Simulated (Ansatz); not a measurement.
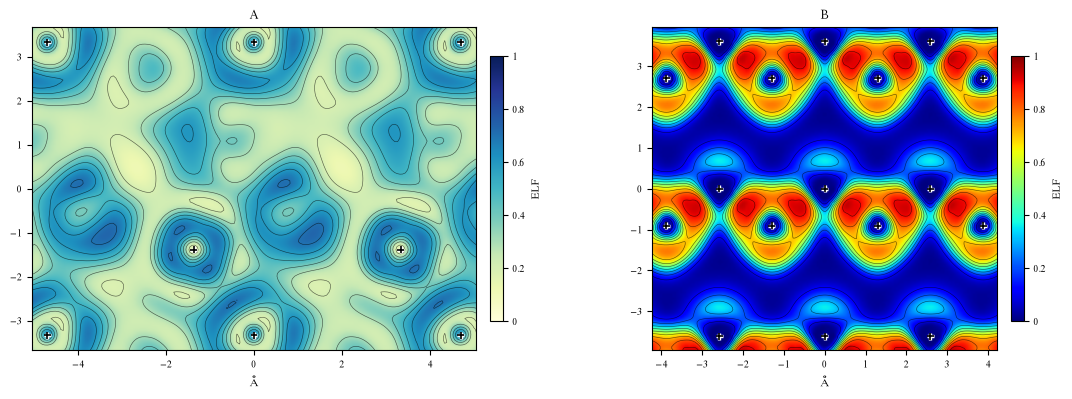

The ELF of 2 systems, each on a plane through atoms (crosses mark nuclei in the plane).

All numbers below come from DFT, r2SCAN, plane waves, PAW (Ansatz 0.2.0).

System 1: SiRu, the (011) plane of the conventional cell. Space group P2₁3; a structure from a database of computed crystals, not necessarily the ambient phase; started from the database structure prototype, which need not be the ambient phase; computed without spin polarisation.

```xyz
8
Lattice="4.7048 0.0000 0.0000 0.0000 4.7048 0.0000 0.0000 0.0000 4.7048" Properties=species:S:1:pos:R:3 pbc="T T T"
Si    0.7642    1.5883    3.1166
Si    1.5883    3.1166    0.7642
Si    3.1166    0.7642    1.5883
Si    3.9407    3.9407    3.9407
Ru    4.0960    2.9612    1.7436
Ru    2.9612    1.7436    4.0960
Ru    1.7436    4.0960    2.9612
Ru    0.6088    0.6088    0.6088
```

System 2: BN, the (100) plane of the conventional cell. Space group Imm2; started from the measured structure prototype, which need not be the ambient phase; changed on purpose from its base cell (shear xy strain +2.6%).

```
CELL_PARAMETERS angstrom
-1.78118 1.78118 0.00000
1.82847 1.82847 0.00000
0.00000 0.00000 -3.60965
ATOMIC_POSITIONS crystal
B 0.00000 0.00000 0.99988
B 0.50000 0.50000 0.49988
N 0.00000 0.50000 0.75012
N 0.50000 0.00000 0.25012
```

Q: Which map belongs to which system?

A: Panel A is system 1, SiRu: the plane holds Si and Ru. Si–Ru (2.38 Å): the ELF peaks at about 0.70 in the valence shell of Si, 0.9 Å from its nucleus, and is about 0.50 at the midpoint. Panel B is system 2, BN: the plane holds B and N. B–N (1.58 Å): the ELF peaks at about 0.95 between the atoms; a polar covalent bond.
